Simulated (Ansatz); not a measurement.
System: PbS, space group C2/m, 4 atoms in the cell, PbS type.

```yaml
crystal:
  lattice:
    - [3.00106, -3.00368, -0.00010]
    - [3.00106, 3.00368, -0.00010]
    - [-1.10270, 0.00000, 11.07704]
  atoms:
    - { symbol: Pb, position: [0.77344, 0.77344, 0.62695] }
    - { symbol: Pb, position: [0.22656, 0.22656, 0.37305] }
    - { symbol: S, position: [0.27127, 0.27127, 0.61594] }
    - { symbol: S, position: [0.72873, 0.72873, 0.38406] }
```

Level of theory: DFT PBE, spin-orbit coupling, plane waves, PAW, 6×6×4 k mesh, 420 eV cutoff, Gaussian smearing of 0.05 eV; code Ansatz.

What does the calculation give for the electronic structure? The path is Γ–A–I2|I–M2–Γ–Y|L2–Γ–V2.

The material is gapped. The gap along this path is 1.27 eV and direct: both edges lie between L2 and Γ. The direct gaps are 2.30 eV at Γ, 1.73 eV at V2 and 2.13 eV at A.

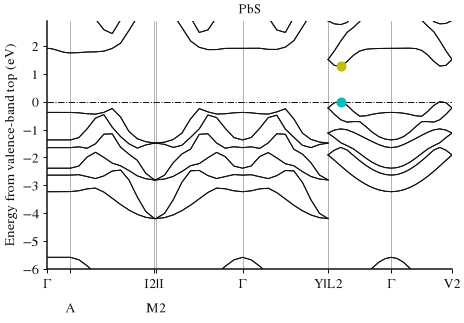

Band structure. Energies are counted from the top of the valence band.
